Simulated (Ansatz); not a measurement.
Here is a crystal structure:

```
Fe Co
1.0
     2.47275    0.00000    0.00000
     0.00000    2.47275    0.00000
     0.00000    0.00000    7.24959
Fe Co
1 3
Cartesian
  0.0000 0.0000 0.0000
  1.2364 1.2364 5.3583
  0.0000 0.0000 3.6248
  1.2364 1.2364 1.8913
```

### What would you see if this were drawn?

The material is FeCo$_{3}$. It belongs to space group P4/mmm (No. 123) and has a primitive tetragonal lattice. With Z = 1, the cell contains 1 Fe, 3 Co. The neighbours of Fe are eight Co and four Fe in a cuboctahedral arrangement (2.58 Å to Co, 2.47 Å to Fe). Co takes two kinds of site: 2h with eight Co and four Fe in a cuboctahedral arrangement (2.46 to 2.47 Å to Co, 2.58 Å to Fe); 1b with twelve Co in a cuboctahedral arrangement at 2.46 to 2.47 Å. The bonds build a three-dimensional framework.

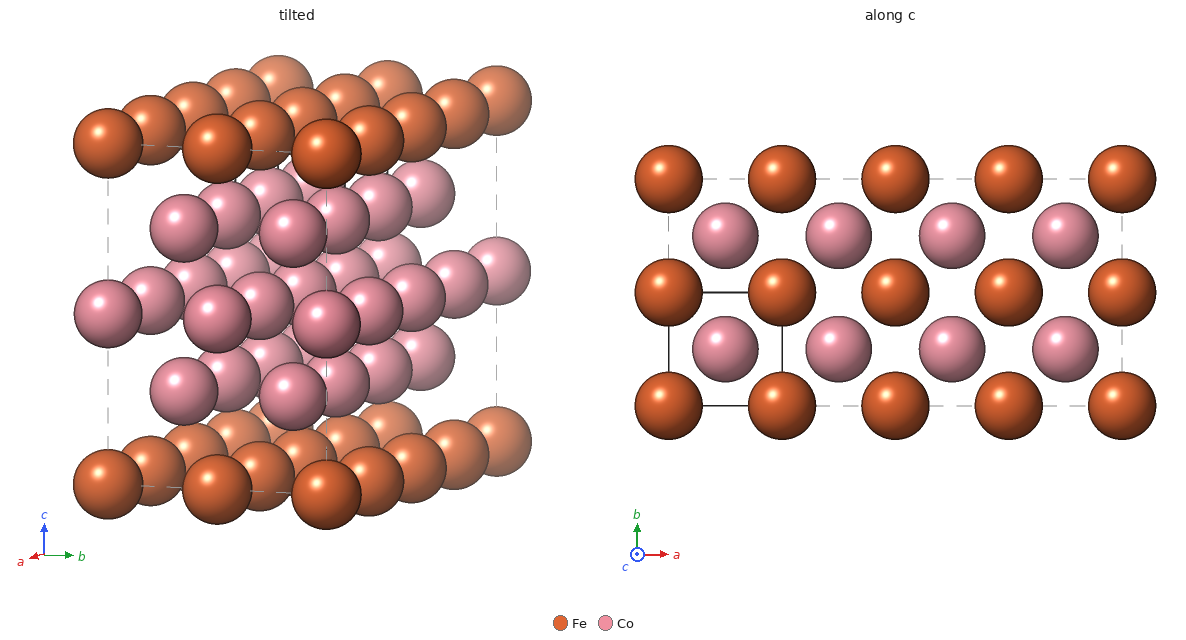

View slightly off an axis and along the c axis, drawn as a spheres-only model. One conventional unit cell is drawn solid; the view covers 4×2×1 cells. Colours: iron orange, cobalt pink.

Provenance: a structure listed in the Materials Project. The final geometry of a relaxation with DFT r2SCAN, scalar-relativistic, plane waves, PAW (Ansatz) is shown.
